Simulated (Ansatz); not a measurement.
# Thickness series of a MgB2/Be2C/MgB2 junction, part 5 of 6

Wanted: T(E), the conductance and its decay constant for MgB2/Be2C/MgB2. Both electrodes are MgB2 AlB2(0001); the barrier is Be2C fluorite(111) (whole trilayers). In the first transport cell, after relaxation, the nearest pair of electrode and barrier is B–C at 2.04 Å, along the normal, at the lower face and B–C at 2.04 Å, along the normal, at the upper one. All share a net of side 3.07 Å, which strains the lower electrode by +0.0 % and the barrier by +0.3 %, against typed lattice constants near PBE's. The first steps treat the bulk electrodes alone.

Ansatz 0.2.0; PBE DFT, plane waves, PAW files (the session's first sound run).

So far, transmission at the Fermi level (a spin, zone mean): step 4 (transmission over a wide range of energy) 0.0330; step 5 (conductance on a fine mesh, atomic planes in the barrier 6, gap between the …) 0.177; step 6 (conductance on a fine mesh, 55 atoms) 0.0311. Also channels of the lower lead: step 4 0.819; step 6 0.758.

## Step 7: Conductance, atomic planes in the barrier 12, gap between the electrodes 11.9 Å

Level of this step: PBE DFT, plane waves, PAW files; ballistic transmission by layer matching between semi-infinite leads (Ansatz).

System of this step: MgB2/Be2C/MgB2. The cell holds 58 atoms: 32 B, 14 Mg, 8 Be and 4 C. Cell: a = 3.070 Å, b = 3.070 Å, c = 75.281 Å, α = 90.0°, β = 90.0°, γ = 120.0°. Regions: left electrode, 23 atoms (16 B and 7 Mg); barrier, 12 atoms (8 Be and 4 C); right electrode, 23 atoms (16 B and 7 Mg). Vacuum lies along c.

Barrier layers are added or taken out in the middle, and the relaxed faces stay.

input.yaml

```yaml
crystal:
  lattice:
    - [3.07, 0.0, 0.0]
    - [-1.535, 2.6586979896, 0.0]
    - [0.0, 0.0, 75.2805331621]
  atoms:
    - { symbol: B, position: [0.33333333, 0.66666667, 0.0929855264] }
    - { symbol: B, position: [0.66666667, 0.33333333, 0.0929855264] }
    - { symbol: Mg, position: [0.0, 0.0, 0.1163788496] }
    - { symbol: B, position: [0.33333333, 0.66666667, 0.1397721729] }
    - { symbol: B, position: [0.66666667, 0.33333333, 0.1397721729] }
    - { symbol: Mg, position: [0.0, 0.0, 0.1631654962] }
    - { symbol: B, position: [0.33333333, 0.66666667, 0.1865588195] }
    - { symbol: B, position: [0.66666667, 0.33333333, 0.1865588195] }
    - { symbol: Mg, position: [0.0, 0.0, 0.2099521427] }
    - { symbol: B, position: [0.33333333, 0.66666667, 0.233345466] }
    - { symbol: B, position: [0.66666667, 0.33333333, 0.233345466] }
    - { symbol: Mg, position: [0.0, 0.0, 0.2567387893] }
    - { symbol: B, position: [0.33333333, 0.66666667, 0.2801321126] }
    - { symbol: B, position: [0.66666667, 0.33333333, 0.2801321126] }
    - { symbol: Mg, position: [0.0, 0.0, 0.3035254359] }
    - { symbol: B, position: [0.33333333, 0.66666667, 0.3269187591] }
    - { symbol: B, position: [0.66666667, 0.33333333, 0.3269187591] }
    - { symbol: Mg, position: [0.0, 0.0, 0.3503120824] }
    - { symbol: B, position: [0.33333333, 0.66666667, 0.3737054057] }
    - { symbol: B, position: [0.66666667, 0.33333333, 0.3737054057] }
    - { symbol: Mg, position: [0.0, 0.0, 0.397098729] }
    - { symbol: B, position: [0.33333333, 0.66666667, 0.4229567875] }
    - { symbol: B, position: [0.66666667, 0.33333333, 0.4189243798] }
    - { symbol: Be, position: [0.0, 0.0, 0.4395739484] }
    - { symbol: C, position: [0.33333333, 0.66666667, 0.4501086962] }
    - { symbol: Be, position: [0.66666667, 0.33333333, 0.4576193902] }
    - { symbol: Be, position: [0.33333333, 0.66666667, 0.474983499] }
    - { symbol: C, position: [0.66666667, 0.33333333, 0.4831507251] }
    - { symbol: Be, position: [0.0, 0.0, 0.4913179463] }
    - { symbol: Be, position: [0.66666667, 0.33333333, 0.5086820524] }
    - { symbol: C, position: [0.0, 0.0, 0.5168492785] }
    - { symbol: Be, position: [0.33333333, 0.66666667, 0.5250164997] }
    - { symbol: Be, position: [0.0, 0.0, 0.5423806058] }
    - { symbol: C, position: [0.33333333, 0.66666667, 0.5498913044] }
    - { symbol: Be, position: [0.66666667, 0.33333333, 0.5604260504] }
    - { symbol: B, position: [0.0, 0.0, 0.5810756194] }
    - { symbol: B, position: [0.33333333, 0.66666667, 0.577043206] }
    - { symbol: Mg, position: [0.66666667, 0.33333333, 0.602901271] }
    - { symbol: B, position: [0.0, 0.0, 0.6262945943] }
    - { symbol: B, position: [0.33333333, 0.66666667, 0.6262945943] }
    - { symbol: Mg, position: [0.66666667, 0.33333333, 0.6496879176] }
    - { symbol: B, position: [0.0, 0.0, 0.6730812409] }
    - { symbol: B, position: [0.33333333, 0.66666667, 0.6730812409] }
    - { symbol: Mg, position: [0.66666667, 0.33333333, 0.6964745641] }
    - { symbol: B, position: [0.0, 0.0, 0.7198678874] }
    - { symbol: B, position: [0.33333333, 0.66666667, 0.7198678874] }
    - { symbol: Mg, position: [0.66666667, 0.33333333, 0.7432612107] }
    - { symbol: B, position: [0.0, 0.0, 0.766654534] }
    - { symbol: B, position: [0.33333333, 0.66666667, 0.766654534] }
    - { symbol: Mg, position: [0.66666667, 0.33333333, 0.7900478573] }
    - { symbol: B, position: [0.0, 0.0, 0.8134411805] }
    - { symbol: B, position: [0.33333333, 0.66666667, 0.8134411805] }
    - { symbol: Mg, position: [0.66666667, 0.33333333, 0.8368345038] }
    - { symbol: B, position: [0.0, 0.0, 0.8602278271] }
    - { symbol: B, position: [0.33333333, 0.66666667, 0.8602278271] }
    - { symbol: Mg, position: [0.66666667, 0.33333333, 0.8836211504] }
    - { symbol: B, position: [0.0, 0.0, 0.9070144736] }
    - { symbol: B, position: [0.33333333, 0.66666667, 0.9070144736] }
kpoints:
  mp_grid: { grid: [12, 12, 1] }
scf:
  occupations: { method: fermi_dirac, width: 0.1 }
  max_iter: 150
hamiltonian:
  xc: pbe
output:
  transmission:
    kmesh: [30, 30]
    e_range: [-0.26, 0.27]
    de: 0.0375
    leads: [[9, 12], [46, 49]]
```

Run with:

```console
ansatz run input.yaml --threads 4 --pin off --max-ram 18432MiB --backend cpu --events-out ev --progress --plain --runs-dir out
```

Numbers of over 12 decimals in the logs are rounded to 6 here.

Output:

```text
[...]
Crystal: 58 atoms, lattice volume = 614.455 Å³
Basis set: ecut = 420 eV, 11951 PW (Γ)
Bands: 192, of which v1, the nominal top of the filled ones, is band 134 counted from 1 (133 counted from 0)
Symmetry: 12 space group operations
[...]
k-points: 19 of 144
[...]
channels       : 7.577778e-1 a spin
[...]
slowest decay  : 0.0527 /Å at (0.1000, 0.0000)
[...]
filled         : 8.4 meV under the level at which it is neutral
    channels       : 7.577778e-1 a spin
[...]
slowest decay  : 0.0525 /Å at (0.1000, 0.0000)
  junction   : crystal 0 to crystal 1, 19.02 to 55.65 Å
    transmission   : 9.054525e-3 a spin
[...]
resistance     : 8.6413e-2 Ω µm² beyond half of each lead's own
[key lines of the parts left out:]
SCF converged after 9 iterations
Free energy (F): -33670.560133 eV
Fermi energy:    6.850781 eV
```

Elapsed: 1.8 min, on 4 threads of Arm Neoverse V2, shared host; peak memory 3.5 GiB.

G = 1.1e13 S/m² (1/G = 0.0878 Ω µm²), 0.37 times the step before of this kind. The largest error estimate is 53 %, from the leads' potential steps. In the worse lead the potential repeats within 20 meV, which the program lets pass, though it still puts 53 % of error on the junction's conductance through them.

## Step 8: Conductance, atomic planes in the barrier 15, gap between the electrodes 14.44 Å

System of this step: MgB2/Be2C/MgB2. The cell holds 61 atoms: 32 B, 14 Mg, 10 Be and 5 C. Its edges and angles: a = 3.070 Å, b = 3.070 Å, c = 77.817 Å, α = 90.0°, β = 90.0°, γ = 120.0°. Regions: left electrode, 23 atoms (16 B and 7 Mg); barrier, 15 atoms (10 Be and 5 C); right electrode, 23 atoms (16 B and 7 Mg). Vacuum lies along c.

Barrier layers are added or taken out in the middle, and the relaxed faces stay.

input.yaml

```yaml
crystal:
  lattice:
    - [3.07, 0.0, 0.0]
    - [-1.535, 2.6586979896, 0.0]
    - [0.0, 0.0, 77.8173782273]
  atoms:
    - { symbol: B, position: [0.33333333, 0.66666667, 0.0899541999] }
    - { symbol: B, position: [0.66666667, 0.33333333, 0.0899541999] }
    - { symbol: Mg, position: [0.0, 0.0, 0.1125849013] }
    - { symbol: B, position: [0.33333333, 0.66666667, 0.1352156027] }
    - { symbol: B, position: [0.66666667, 0.33333333, 0.1352156027] }
    - { symbol: Mg, position: [0.0, 0.0, 0.1578463041] }
    - { symbol: B, position: [0.33333333, 0.66666667, 0.1804770055] }
    - { symbol: B, position: [0.66666667, 0.33333333, 0.1804770055] }
    - { symbol: Mg, position: [0.0, 0.0, 0.2031077068] }
    - { symbol: B, position: [0.33333333, 0.66666667, 0.2257384082] }
    - { symbol: B, position: [0.66666667, 0.33333333, 0.2257384082] }
    - { symbol: Mg, position: [0.0, 0.0, 0.2483691096] }
    - { symbol: B, position: [0.33333333, 0.66666667, 0.270999811] }
    - { symbol: B, position: [0.66666667, 0.33333333, 0.270999811] }
    - { symbol: Mg, position: [0.0, 0.0, 0.2936305124] }
    - { symbol: B, position: [0.33333333, 0.66666667, 0.3162612138] }
    - { symbol: B, position: [0.66666667, 0.33333333, 0.3162612138] }
    - { symbol: Mg, position: [0.0, 0.0, 0.3388919151] }
    - { symbol: B, position: [0.33333333, 0.66666667, 0.3615226165] }
    - { symbol: B, position: [0.66666667, 0.33333333, 0.3615226165] }
    - { symbol: Mg, position: [0.0, 0.0, 0.3841533179] }
    - { symbol: B, position: [0.33333333, 0.66666667, 0.4091684042] }
    - { symbol: B, position: [0.66666667, 0.33333333, 0.4052674529] }
    - { symbol: Be, position: [0.0, 0.0, 0.425243846] }
    - { symbol: C, position: [0.33333333, 0.66666667, 0.4354351611] }
    - { symbol: Be, position: [0.66666667, 0.33333333, 0.4427010067] }
    - { symbol: Be, position: [0.33333333, 0.66666667, 0.4594990459] }
    - { symbol: C, position: [0.66666667, 0.33333333, 0.4674000205] }
    - { symbol: Be, position: [0.0, 0.0, 0.4753009905] }
    - { symbol: Be, position: [0.66666667, 0.33333333, 0.4920990271] }
    - { symbol: C, position: [0.0, 0.0, 0.5000000017] }
    - { symbol: Be, position: [0.33333333, 0.66666667, 0.5079009717] }
    - { symbol: Be, position: [0.0, 0.0, 0.5246990082] }
    - { symbol: C, position: [0.33333333, 0.66666667, 0.5325999829] }
    - { symbol: Be, position: [0.66666667, 0.33333333, 0.5405009528] }
    - { symbol: Be, position: [0.33333333, 0.66666667, 0.5572989894] }
    - { symbol: C, position: [0.66666667, 0.33333333, 0.5645648394] }
    - { symbol: Be, position: [0.0, 0.0, 0.5747561528] }
    - { symbol: B, position: [0.33333333, 0.66666667, 0.5947325463] }
    - { symbol: B, position: [0.66666667, 0.33333333, 0.5908315895] }
    - { symbol: Mg, position: [0.0, 0.0, 0.6158466821] }
    - { symbol: B, position: [0.33333333, 0.66666667, 0.6384773835] }
    - { symbol: B, position: [0.66666667, 0.33333333, 0.6384773835] }
    - { symbol: Mg, position: [0.0, 0.0, 0.6611080849] }
    - { symbol: B, position: [0.33333333, 0.66666667, 0.6837387862] }
    - { symbol: B, position: [0.66666667, 0.33333333, 0.6837387862] }
    - { symbol: Mg, position: [0.0, 0.0, 0.7063694876] }
    - { symbol: B, position: [0.33333333, 0.66666667, 0.729000189] }
    - { symbol: B, position: [0.66666667, 0.33333333, 0.729000189] }
    - { symbol: Mg, position: [0.0, 0.0, 0.7516308904] }
    - { symbol: B, position: [0.33333333, 0.66666667, 0.7742615918] }
    - { symbol: B, position: [0.66666667, 0.33333333, 0.7742615918] }
    - { symbol: Mg, position: [0.0, 0.0, 0.7968922932] }
    - { symbol: B, position: [0.33333333, 0.66666667, 0.8195229945] }
    - { symbol: B, position: [0.66666667, 0.33333333, 0.8195229945] }
    - { symbol: Mg, position: [0.0, 0.0, 0.8421536959] }
    - { symbol: B, position: [0.33333333, 0.66666667, 0.8647843973] }
    - { symbol: B, position: [0.66666667, 0.33333333, 0.8647843973] }
    - { symbol: Mg, position: [0.0, 0.0, 0.8874150987] }
    - { symbol: B, position: [0.33333333, 0.66666667, 0.9100458001] }
    - { symbol: B, position: [0.66666667, 0.33333333, 0.9100458001] }
kpoints:
  mp_grid: { grid: [12, 12, 1] }
scf:
  occupations: { method: fermi_dirac, width: 0.1 }
  max_iter: 150
hamiltonian:
  xc: pbe
output:
  transmission:
    kmesh: [30, 30]
    e_range: [-0.26, 0.27]
    de: 0.0375
    leads: [[9, 12], [49, 52]]
```

Output:

```text
[...]
Crystal: 61 atoms, lattice volume = 635.161 Å³
Basis set: ecut = 420 eV, 12345 PW (Γ)
Bands: 199, of which v1, the nominal top of the filled ones, is band 138 counted from 1 (137 counted from 0)
Symmetry: 12 space group operations
[...]
k-points: 19 of 144
[...]
channels       : 7.577778e-1 a spin
[...]
slowest decay  : 0.0525 /Å at (0.1000, 0.0000)
[...]
filled         : 8.4 meV under the level at which it is neutral
    channels       : 7.577778e-1 a spin
[...]
slowest decay  : 0.0523 /Å at (0.1000, 0.0000)
  junction   : crystal 0 to crystal 1, 19.02 to 58.19 Å
    transmission   : 2.506879e-3 a spin
[...]
resistance     : 2.6018e-1 Ω µm² beyond half of each lead's own
[key lines of the parts left out:]
SCF converged after 10 iterations
Free energy (F): -34107.702639 eV
Fermi energy:    6.939591 eV
```

Wall time 2 min (4 threads); peak memory 3.7 GiB.

One spin. Transmission, zone mean against energy, zero at the Fermi level:

| energy (eV) | transmission, zone mean |
| --- | --- |
| -0.260 | 0.00532 |
| -0.223 | 0.00944 |
| -0.185 | 0.00576 |
| -0.147 | 0.00571 |
| -0.110 | 0.0137 |
| -0.072 | 0.00598 |
| -0.035 | 0.00355 |
| 0.003 | 0.00251 |
| 0.040 | 0.00343 |
| 0.077 | 0.00203 |
| 0.115 | 0.00183 |
| 0.152 | 0.00178 |
| 0.190 | 0.00168 |
| 0.228 | 0.00170 |
| 0.265 | 0.00170 |

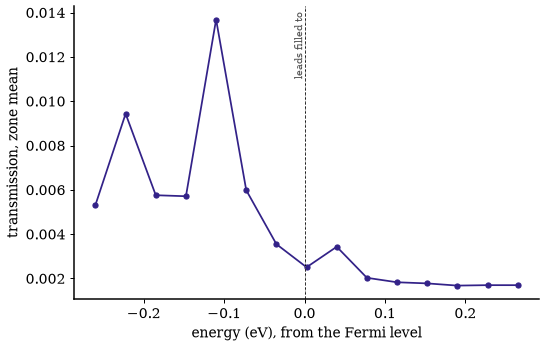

Transmission, zone mean against energy.

G = 3.8e12 S/m² (1/G = 0.262 Ω µm²), 0.34 times the step before of this kind. The largest error estimate is 61 %, from the leads' potential steps. In the worse lead the potential repeats within 20 meV, which the program lets pass, though it still puts 61 % of error on the junction's conductance through them.

## Step 9: Conductance, atomic planes in the barrier 18, gap between the electrodes 16.98 Å

System of this step: MgB2/Be2C/MgB2. The cell holds 64 atoms: 32 B, 14 Mg, 12 Be and 6 C. Its edges and angles: a = 3.070 Å, b = 3.070 Å, c = 80.354 Å, α = 90.0°, β = 90.0°, γ = 120.0°. Regions: left electrode, 23 atoms (16 B and 7 Mg); barrier, 18 atoms (12 Be and 6 C); right electrode, 23 atoms (16 B and 7 Mg). Vacuum lies along c.

Barrier layers are added or taken out in the middle, and the relaxed faces stay.

input.yaml

```yaml
crystal:
  lattice:
    - [3.07, 0.0, 0.0]
    - [-1.535, 2.6586979896, 0.0]
    - [0.0, 0.0, 80.3542232925]
  atoms:
    - { symbol: B, position: [0.33333333, 0.66666667, 0.0871142762] }
    - { symbol: B, position: [0.66666667, 0.33333333, 0.0871142762] }
    - { symbol: Mg, position: [0.0, 0.0, 0.1090305088] }
    - { symbol: B, position: [0.33333333, 0.66666667, 0.1309467414] }
    - { symbol: B, position: [0.66666667, 0.33333333, 0.1309467414] }
    - { symbol: Mg, position: [0.0, 0.0, 0.152862974] }
    - { symbol: B, position: [0.33333333, 0.66666667, 0.1747792066] }
    - { symbol: B, position: [0.66666667, 0.33333333, 0.1747792066] }
    - { symbol: Mg, position: [0.0, 0.0, 0.1966954392] }
    - { symbol: B, position: [0.33333333, 0.66666667, 0.2186116718] }
    - { symbol: B, position: [0.66666667, 0.33333333, 0.2186116718] }
    - { symbol: Mg, position: [0.0, 0.0, 0.2405279045] }
    - { symbol: B, position: [0.33333333, 0.66666667, 0.2624441371] }
    - { symbol: B, position: [0.66666667, 0.33333333, 0.2624441371] }
    - { symbol: Mg, position: [0.0, 0.0, 0.2843603697] }
    - { symbol: B, position: [0.33333333, 0.66666667, 0.3062766023] }
    - { symbol: B, position: [0.66666667, 0.33333333, 0.3062766023] }
    - { symbol: Mg, position: [0.0, 0.0, 0.3281928349] }
    - { symbol: B, position: [0.33333333, 0.66666667, 0.3501090675] }
    - { symbol: B, position: [0.66666667, 0.33333333, 0.3501090675] }
    - { symbol: Mg, position: [0.0, 0.0, 0.3720253001] }
    - { symbol: B, position: [0.33333333, 0.66666667, 0.3962506407] }
    - { symbol: B, position: [0.66666667, 0.33333333, 0.3924728456] }
    - { symbol: Be, position: [0.0, 0.0, 0.4118185684] }
    - { symbol: C, position: [0.33333333, 0.66666667, 0.4216881359] }
    - { symbol: Be, position: [0.66666667, 0.33333333, 0.4287245931] }
    - { symbol: Be, position: [0.33333333, 0.66666667, 0.4449923051] }
    - { symbol: C, position: [0.66666667, 0.33333333, 0.4526438399] }
    - { symbol: Be, position: [0.0, 0.0, 0.4602953701] }
    - { symbol: Be, position: [0.66666667, 0.33333333, 0.4765630796] }
    - { symbol: C, position: [0.0, 0.0, 0.4842146144] }
    - { symbol: Be, position: [0.33333333, 0.66666667, 0.4918661446] }
    - { symbol: Be, position: [0.0, 0.0, 0.5081338541] }
    - { symbol: C, position: [0.33333333, 0.66666667, 0.5157853889] }
    - { symbol: Be, position: [0.66666667, 0.33333333, 0.5234369191] }
    - { symbol: Be, position: [0.33333333, 0.66666667, 0.5397046287] }
    - { symbol: C, position: [0.66666667, 0.33333333, 0.5473561634] }
    - { symbol: Be, position: [0.0, 0.0, 0.5550076937] }
    - { symbol: Be, position: [0.66666667, 0.33333333, 0.5712754032] }
    - { symbol: C, position: [0.0, 0.0, 0.5783118646] }
    - { symbol: Be, position: [0.33333333, 0.66666667, 0.5881814305] }
    - { symbol: B, position: [0.66666667, 0.33333333, 0.6075271537] }
    - { symbol: B, position: [0.0, 0.0, 0.6037493532] }
    - { symbol: Mg, position: [0.33333333, 0.66666667, 0.6279746999] }
    - { symbol: B, position: [0.66666667, 0.33333333, 0.6498909325] }
    - { symbol: B, position: [0.0, 0.0, 0.6498909325] }
    - { symbol: Mg, position: [0.33333333, 0.66666667, 0.6718071651] }
    - { symbol: B, position: [0.66666667, 0.33333333, 0.6937233977] }
    - { symbol: B, position: [0.0, 0.0, 0.6937233977] }
    - { symbol: Mg, position: [0.33333333, 0.66666667, 0.7156396303] }
    - { symbol: B, position: [0.66666667, 0.33333333, 0.7375558629] }
    - { symbol: B, position: [0.0, 0.0, 0.7375558629] }
    - { symbol: Mg, position: [0.33333333, 0.66666667, 0.7594720955] }
    - { symbol: B, position: [0.66666667, 0.33333333, 0.7813883282] }
    - { symbol: B, position: [0.0, 0.0, 0.7813883282] }
    - { symbol: Mg, position: [0.33333333, 0.66666667, 0.8033045608] }
    - { symbol: B, position: [0.66666667, 0.33333333, 0.8252207934] }
    - { symbol: B, position: [0.0, 0.0, 0.8252207934] }
    - { symbol: Mg, position: [0.33333333, 0.66666667, 0.847137026] }
    - { symbol: B, position: [0.66666667, 0.33333333, 0.8690532586] }
    - { symbol: B, position: [0.0, 0.0, 0.8690532586] }
    - { symbol: Mg, position: [0.33333333, 0.66666667, 0.8909694912] }
    - { symbol: B, position: [0.66666667, 0.33333333, 0.9128857238] }
    - { symbol: B, position: [0.0, 0.0, 0.9128857238] }
kpoints:
  mp_grid: { grid: [12, 12, 1] }
scf:
  occupations: { method: fermi_dirac, width: 0.1 }
  max_iter: 150
hamiltonian:
  xc: pbe
output:
  transmission:
    kmesh: [30, 30]
    e_range: [-0.26, 0.27]
    de: 0.0375
    leads: [[9, 12], [52, 55]]
```

Output:

```text
[...]
Crystal: 64 atoms, lattice volume = 655.867 Å³
Basis set: ecut = 420 eV, 12737 PW (Γ)
Bands: 206, of which v1, the nominal top of the filled ones, is band 142 counted from 1 (141 counted from 0)
Symmetry: 12 space group operations
[...]
k-points: 19 of 144
[...]
crystal 1  : B2Mg1, at the sites [52, 55], period 3.5221 Å, over 24.65 Å; its Hamiltonian steps by up to 19.9 meV
[...]
filled         : 7.3 meV under the level at which it is neutral
    channels       : 7.577778e-1 a spin
[...]
slowest decay  : 0.0525 /Å at (0.1000, 0.0000)
  junction   : crystal 0 to crystal 1, 19.02 to 61.33 Å
    transmission   : 9.554325e-4 a spin
[...]
resistance     : 6.4223e-1 Ω µm² beyond half of each lead's own
[key lines of the parts left out:]
SCF converged after 10 iterations
Free energy (F): -34544.854662 eV
Fermi energy:    7.025055 eV
```

It took 2 min on 4 threads; peak memory 4 GiB; 7.6 min of CPU time.

One spin. Transmission, zone mean against energy, zero at the Fermi level:

| energy (eV) | transmission, zone mean |
| --- | --- |
| -0.260 | 0.00476 |
| -0.223 | 0.00730 |
| -0.185 | 0.00341 |
| -0.147 | 0.00328 |
| -0.110 | 0.0110 |
| -0.072 | 0.00246 |
| -0.035 | 0.00146 |
| 0.003 | 9.6e-4 |
| 0.040 | 0.00114 |
| 0.077 | 6.8e-4 |
| 0.115 | 6.5e-4 |
| 0.152 | 6.2e-4 |
| 0.190 | 5.5e-4 |
| 0.228 | 5.4e-4 |
| 0.265 | 5.3e-4 |

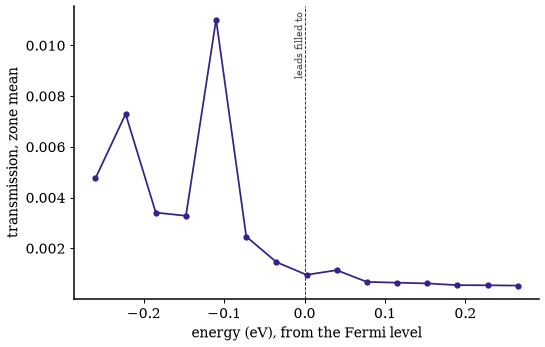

Transmission, zone mean against energy.

G = 1.6e12 S/m² (1/G = 0.644 Ω µm²), 0.41 times the step before of this kind. The largest error estimate is 80 %, from the leads' potential steps. In the worse lead the potential repeats within 20 meV, which the program lets pass, though it still puts 80 % of error on the junction's conductance through them.

[end of part 5 of 6]

[Logs are printed without paths, hosts, clocks, repeated set-up lines and the standing remarks that a program may print on its own settings, such as how far it seeks lower states.]

[Hosts, paths, dates, database ids (printed as entryN), source tags and the programs' standing remarks are cut or masked in the printed files.]
